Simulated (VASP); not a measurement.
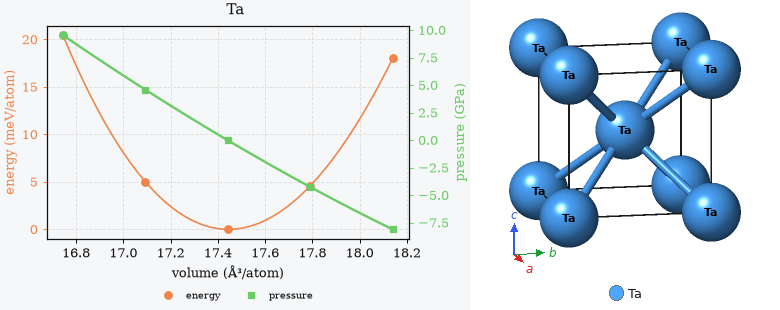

The figure shows the energy and pressure against volume for Ta, space group Im-3m (No. 229). The conventional cell is drawn beside the plot.

Structure:
```
CELL_PARAMETERS angstrom
-1.63373 1.63373 1.63373
1.63373 -1.63373 1.63373
1.63373 1.63373 -1.63373
ATOMIC_POSITIONS crystal
Ta 0.00000 0.00000 0.00000
```

Method: plane-wave DFT, no spin polarisation; energies at scaled volumes of the given cell, shape and fractions fixed, counted from the fit's minimum, third-order Birch-Murnaghan fit (VASP 6.6.1). Level: LDA.

| setting | value |
| --- | --- |
| k mesh | 10×10×10 |
| occupations | Fermi–Dirac |
| smearing width | 0.05 eV |
| potentials | VASP PAW LDA potentials, recommended |
| wave cutoff | 520 eV |

What equilibrium volume and bulk modulus follow from the curve?

A third-order Birch–Murnaghan fit gives V0 = 17.45 Å³/atom, B0 = 220 GPa and B′ = 3.2.

Read off the course of the pressure.

It falls from 9.53 GPa at volume 16.74 Å³/atom to −8.11 GPa at 18.14 Å³/atom, and changes sign near 17.44 Å³/atom.
